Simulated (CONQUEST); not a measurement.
**As: 7 runs along one coordinate**

System: As (Pm-3m, 1 atom in the cell).
Method: Kohn-Sham DFT of a periodic cell, PBEsol, PseudoDojo NC PBEsol, no spin polarisation (CONQUEST 1.3).

The 7 runs differ only in the geometry, by an even scaling of the cell at fixed fractional positions. The structure derives from a Materials Project entry.

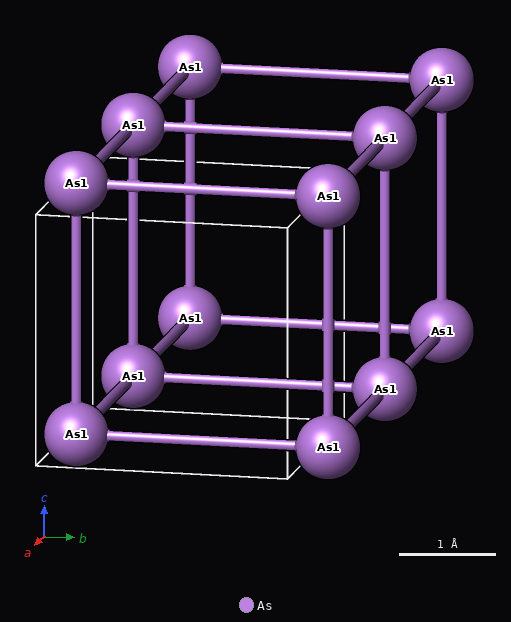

Figure 1. The structure of run 4 (ball-and-stick view of the cell of the calculation, repeated 3 × 2 × 2, seen slightly off an axis; atoms are numbered from 1 in the order of the input). An atom can appear more than once, as a periodic image.

**Input of run 4**
```
IO.Title As
IO.Coordinates coords.dat
IO.FractionalAtomicCoords T
IO.Iprint 2
IO.Iprint_init 1
General.NumberOfSpecies 1
General.PseudopotentialType hamann
AtomMove.TypeOfRun static
AtomMove.FullStress T
Grid.PointsAlongX 32
Grid.PointsAlongY 32
Grid.PointsAlongZ 32
DM.SolutionMethod diagon
Diag.MPMesh T
Diag.GammaCentred T
Diag.MPMeshX 10
Diag.MPMeshY 10
Diag.MPMeshZ 10
Diag.kT 0.00183747
minE.SCTolerance 1e-6
SC.MaxIters 100
IO.AtomChargeOutput T
%block ChemicalSpeciesLabel
1 74.920 As
%endblock
```

Command:
```bash
OMP_NUM_THREADS=1 Conquest
```

Lattice vectors (Å) and fractional positions of run 4:
```
   2.703682    0.000000    0.000000
   0.000000    2.703682    0.000000
   0.000000    0.000000    2.703682
As  0.500000  0.500000  0.500000
```

Run 2 has the same physical settings and fractional positions; its lattice vectors (Å) are:
```
   2.667141    0.000000    0.000000
   0.000000    2.667141    0.000000
   0.000000    0.000000    2.667141
```

**Results, with one run withheld**

| run | volume per atom (Å³) | free energy per atom, from the lowest run given (meV) | pressure (GPa) |
| --- | --- | --- | --- |
| 1 | 18.578 | 24.95 | 6.83 |
| 2 | 18.973 | ? | ? |
| 3 | 19.368 | 2.95 | 2.36 |
| 4 | 19.764 | 0.00 | −0.23 |
| 5 | 20.159 | 2.48 | −1.56 |
| 6 | 20.554 | 7.91 | −3.10 |
| 7 | 20.949 | 17.90 | −4.67 |

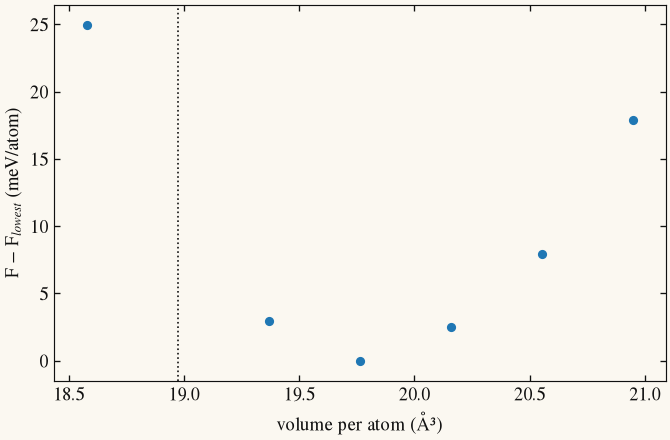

Figure 2. Free energy per atom of the runs given; the dotted line marks run 2.

Fit the runs given and predict run 2.

A cubic polynomial in V^(−2/3) (the Birch–Murnaghan form), fitted to the 6 runs given, misses them by at most 0.35 meV per atom. With x = V^(−2/3) − 0.13631 Å⁻², it reads F = 0.27978 − 522.31 x + 6.9336e+05 x² + 3.4375e+06 x³ (meV per atom). At run 2 it gives 10.93 meV per atom, and the run itself gives 11.16. The slope of the fit gives a pressure −dF/dV of 4.42 GPa there, and the run prints 4.30 GPa. The two needn't agree exactly: the fit is approximate, and the printed stress is taken on a finite basis. The fit has its minimum at 19.789 Å³ per atom, where V d²F/dV² gives 93.7 GPa: the bulk modulus at this level, since symmetry fixes the shape and the positions.

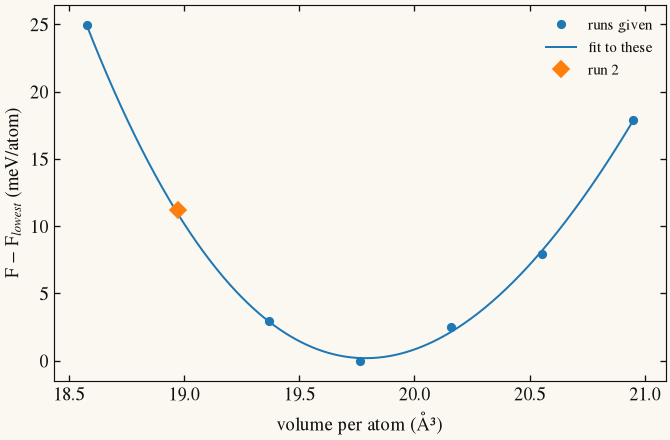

Figure 3. The fit and the withheld run.

**Some lines of the output (run 2)**
```
[...]
          DFT Total Energy                 :      -105.919111460202146 Ha
          Free Energy (E-TS)               :      -105.919471217945699 Ha
          DFT Total Energy                 :      -105.919281361779241 Ha
          Free Energy (E-TS)               :      -105.919392994881932 Ha
          DFT Total Energy                 :      -105.919305158129447 Ha
          Free Energy (E-TS)               :      -105.919392325172225 Ha
          DFT Total Energy                 :      -105.919305343339502 Ha
          Free Energy (E-TS)               :      -105.919391834122465 Ha
          DFT Total Energy                 :      -105.919304875023002 Ha
          Free Energy (E-TS)               :      -105.919392241684420 Ha
          DFT Total Energy                 :      -105.919305276999680 Ha
      | Free Energy as E-TS      =      -105.919392241684420 Ha
      |* DFT total energy        =      -105.919305276999680 Ha
    force: Average pressure:      4.30102690 GPa
```

Notes: With a small basis of atomic orbitals these values can differ much from converged plane-wave results.
